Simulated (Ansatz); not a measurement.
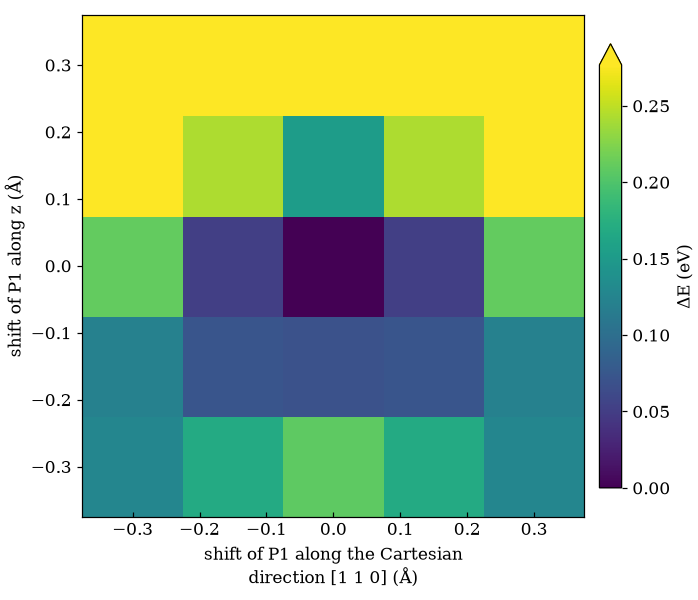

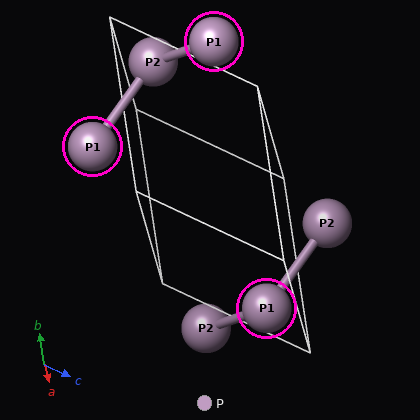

Energy landscape of P (Imma, No. 74; 2 atoms in the cell). 
- Atom P1 is moved over a plane while all other atoms and the cell stay fixed (its periodic images move with it) (x along [1 0 0], y along [0 1 0], z along [0 0 1] of the conventional cell).
- First axis: shift of P1 along the Cartesian direction [1 1 0]. Second axis: shift of P1 along z.
- Grid: 5 × 5 points; 15 points were computed and 10 follow by symmetry.
- Points are written as (first, second).
- Energies are in eV per cell, from the lowest grid point.
- The reference cell is the one listed in the database, not relaxed at this level. The cutoff is low, so the map carries basis-set noise. The k-mesh is coarse, so small energy differences aren't converged.
- These are results of Ansatz, DFT r2SCAN, scalar-relativistic, plane waves, PAW, not measurements. Settings: cutoff 350 eV, k-mesh 10×10×10 (coarse), gaussian smearing 0.15 eV, no spin polarisation.

In the figure: one coloured cell a grid point, one colour for all values above the top of the scale. The second picture is the structure at the lowest point

Q: What does the map say about the system?

A: The lowest grid point is at (0.00 Å, 0.00 Å). The highest grid point, (−0.30 Å, 0.30 Å), lies 1.05 eV above the lowest.
